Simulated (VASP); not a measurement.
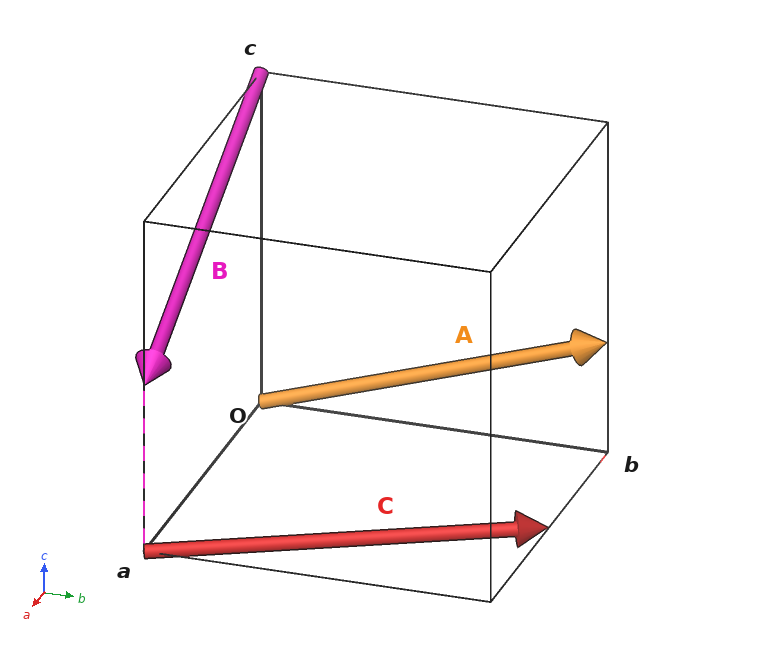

For Ag, coordinates from a relaxation with VASP, VASP Kohn-Sham DFT of a periodic cell, SCAN, VASP PAW PBE potentials, recommended: each arrow starts at a corner of the unit cell and ends on its surface; where a tip isn't a corner, dashed lines run from it parallel to the axes. The drawing is computed from the coordinates (standard cell, symmetry found to 0.002 Å).

a = 3.249 Å, b = 3.249 Å, c = 3.249 Å, α = 90.00°, β = 90.00°, γ = 90.00°.

> Index the directions.

Arrow A runs from (0, 0, 0) to (0, 1, 1/3), so [0 3 1]; Arrow B runs from (0, 0, 1) to (1, 0, 1/2), so [2 0 −1]; Arrow C runs from (1, 0, 0) to (1/2, 1, 0), so [−1 2 0].

> How long is the vector ua + vb + wc in each case, and what angles do the directions make?

A 10.274 Å; B 7.264 Å; C 7.264 Å. A–B: 98.1°. A–C: 31.9°. B–C: 113.6°.

> In Im-3m, No. 229, how many directions are equivalent to A (Laue class m-3m, both senses counted)?

24.
